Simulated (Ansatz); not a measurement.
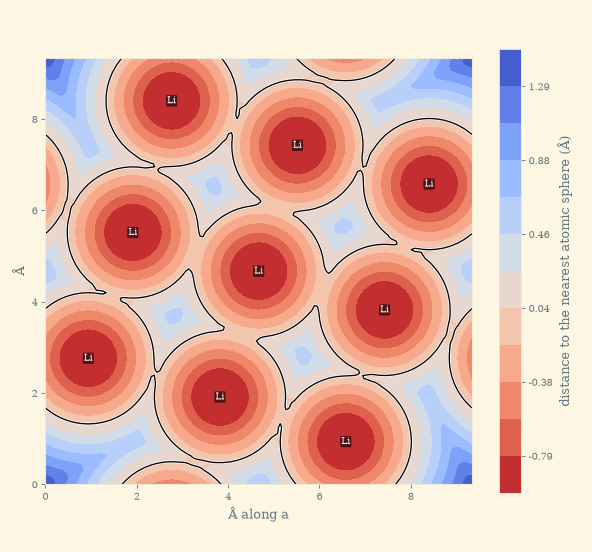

Map of the distance to the nearest atomic sphere in Li (I4/m), computed on the section z = 0.000 (parallel to a and b; the dashed line is one cell). The black line marks the spheres' surfaces; positive values are empty space; unlabelled circles belong to atoms above or below the section.

The atoms' radii are touching radii (half the shortest distance): Li 1.44 Å.

The cell is taken from coordinates from a relaxation in a fixed cell with DFT PBE+D3(BJ), scalar-relativistic, plane waves, PAW (Ansatz 0.2.0).

Space group I4/m (No. 87). a = 9.340 Å, b = 9.340 Å, c = 8.354 Å, α = 90.00°, β = 90.00°, γ = 90.00°
| atom | site | symmetry | x | y | z |
| --- | --- | --- | --- | --- | --- |
| Li | 8h | m.. | 0.3995 | 0.2042 | 0.5000 |
| Li | 16i | 1 | 0.1971 | 0.1013 | 0.2436 |
| Li | 8h | m.. | 0.4092 | 0.2049 | 0.0000 |
| Li | 2b | 4/m.. | 0.0000 | 0.0000 | 0.5000 |
| Li | 4d | -4.. | 0.0000 | 0.5000 | 0.7500 |

Where is the largest hole in this section, and how large is it?

At 0.000, 0.000, 0.000 (fractional), where the distance reaches 1.47 Å; it is enclosed by 12 Li in a cuboctahedral arrangement. It is the largest hole of the crystal.

How much of the crystal lies outside the spheres?

About 35 % of the cell's volume, and 33 % of this section's area.

What can pass through?

The largest sphere that fits anywhere has a diameter of 2.93 Å; the largest that can travel through the crystal, about 0.6 Å.
